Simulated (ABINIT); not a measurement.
## Re: geometry relaxation (part 3 of 3)

Re (P6₃/mmc, 2 atoms in the cell); Kohn-Sham DFT of a periodic cell, PBE with D3(BJ), Ansatz PAW PBE default generated set, frozen core, no spin polarisation (ABINIT 10.8.3); cutoff 419.06 eV, 11×11×6 k-mesh, fermi-dirac of 0.05 eV. The structure derives from an entry of the Crystallography Open Database.

Geometry of the input (Å; fractional positions):
```
2.7608  0.0000  0.0000
-1.3804  2.3909  0.0000
0.0000  0.0000  4.4582
Re 0.6667  0.3333  0.7500
Re 0.3333  0.6667  0.2500
```

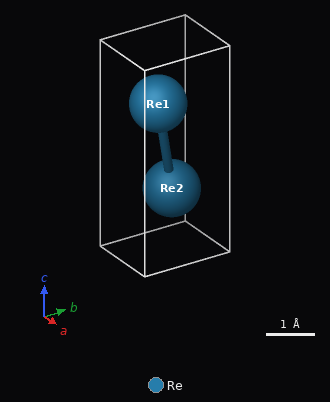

**Figure 1.** The input geometry (ball-and-stick view of the cell of the calculation, seen slightly off an axis; atoms are numbered from 1 in the order of the input). An atom can appear more than once, as a periodic image.

Launched with:
```bash
abinit run.abi > log 2>&1
```

## Key numbers

```json
{"quantity": "outcome", "value": "converged"}
{"quantity": "space group (tolerance 0.01 Å)", "value": "P6₃/mmc (194)"}
{"quantity": "electrons treated", "value": "30"}
{"quantity": "free energy", "value": "−4365.4601 eV"}
{"quantity": "Fermi energy", "value": "13.482 eV"}
{"quantity": "gap on the k-point mesh", "value": "none (metallic)"}
{"quantity": "pressure", "value": "0.00 GPa"}
{"quantity": "final volume", "value": "29.32 Å³"}
{"quantity": "largest force (length of the vector) at the end", "value": "under 0.001 eV/Å"}
{"quantity": "final cell", "value": "a = 2.757 Å, b = 2.757 Å, c = 4.455 Å, α = 90.00°, β = 90.00°, γ = 120.00°"}
{"quantity": "hardware", "value": "1 thread of Intel Xeon @ 2.50GHz (Skylake/Cascade Lake), 16 GiB of memory available, shared host"}
{"quantity": "wall time", "value": "2.5 min"}
{"quantity": "peak memory", "value": "0.25 GiB"}
```

Spin–orbit coupling is left out, which matters for Re.
